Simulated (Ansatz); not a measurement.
Input

```
crystal:
  lattice:
    - [3.1205481, 0.0, 0.0]
    - [-1.5602741, 2.7024739, 0.0]
    - [0.0, 0.0, 20.2232733]
  atoms:
    - { symbol: Al, position: [0.3333333, 0.6666667, 0.827538] }
    - { symbol: Al, position: [0.0, 0.0, 0.701994] }
    - { symbol: Al, position: [0.6666667, 0.3333333, 0.328543] }
    - { symbol: Al, position: [0.6666667, 0.3333333, 0.577495] }
    - { symbol: Al, position: [0.0, 0.0, 0.453001] }
    - { symbol: Al, position: [0.3333333, 0.6666667, 0.077497] }
    - { symbol: Al, position: [0.0, 0.0, 0.203045] }
    - { symbol: Al, position: [0.6666667, 0.3333333, 0.953033] }
    - { symbol: "N", position: [0.6666667, 0.3333333, 0.047229] }
    - { symbol: "N", position: [0.6666667, 0.3333333, 0.671697] }
    - { symbol: "N", position: [0.3333333, 0.6666667, 0.922257] }
    - { symbol: "N", position: [0.0, 0.0, 0.297769] }
    - { symbol: "N", position: [0.0, 0.0, 0.796732] }
    - { symbol: "N", position: [0.0, 0.0, 0.547198] }
    - { symbol: "N", position: [0.3333333, 0.6666667, 0.172244] }
    - { symbol: "N", position: [0.6666667, 0.3333333, 0.422729] }
basis:
  ecutwfc: 420
kpoints:
  mp_grid: { grid: [12, 12, 2] }
hamiltonian:
  xc: pbe
scf:
  occupations: { method: gaussian, width: 0.02 }
output:
  forces: true
  stress: true
  eigenvalues: true
  write_density: true
  write_potential: true
  elf: true
  volumetric_format: npy
relax:
  adjacent_minimum: "off"
  f_tol: 0.01
  max_steps: 80
  cell: { stress_tol: 0.05 }
```

Launched as:

```sh
ansatz run input.yaml --threads 4 --pin off --max-ram 8192MiB --backend cpu --events-out ev --progress --plain --runs-dir out
```

Below, planes, directions and counts refer to the conventional cell (a = 3.12 Å, b = 3.12 Å, c = 20.22 Å, α = 90.00°, β = 90.00°, γ = 120.00°).

The fields are those of the relaxed geometry.

Space group P3m1; a structure generated by program, which may or may not match a known phase.

Theory: DFT PBE, scalar-relativistic, plane waves, PAW in Ansatz.

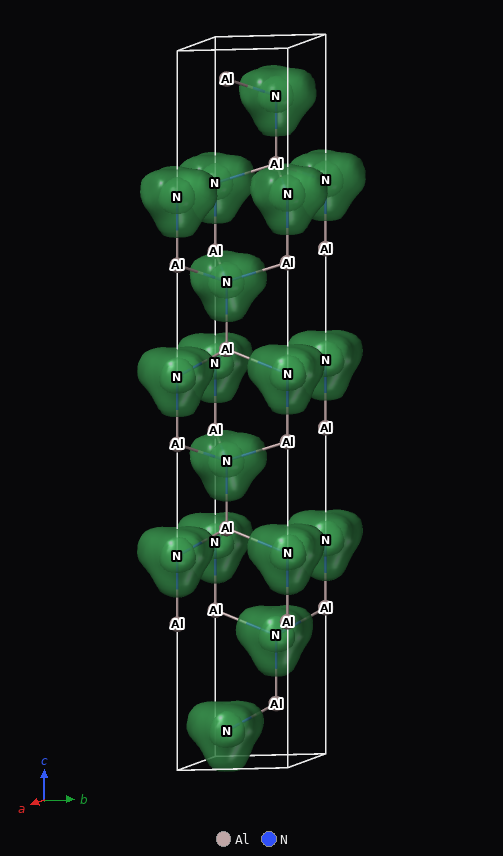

AlN. Isosurface of the electron localisation function at 0.75 (green), seen slightly off an axis. Only the valence region is drawn (cores and ρ < 0.01 e/Å³ removed). Sticks mark near contacts.

Core electrons are frozen (PAW), and the valence fields are smoothed inside the atomic spheres.

### Describe the localisation domains.

The surface consists of eight regions on N in which the atom's valence shell and bonds are merged, counted in one cell of 16 atoms. Regions shared between cells count once.

Values along the shortest contacts:
Al–N (1.90 Å): the ELF peaks at about 0.90 between the atoms (a shared but strongly polarised pair).
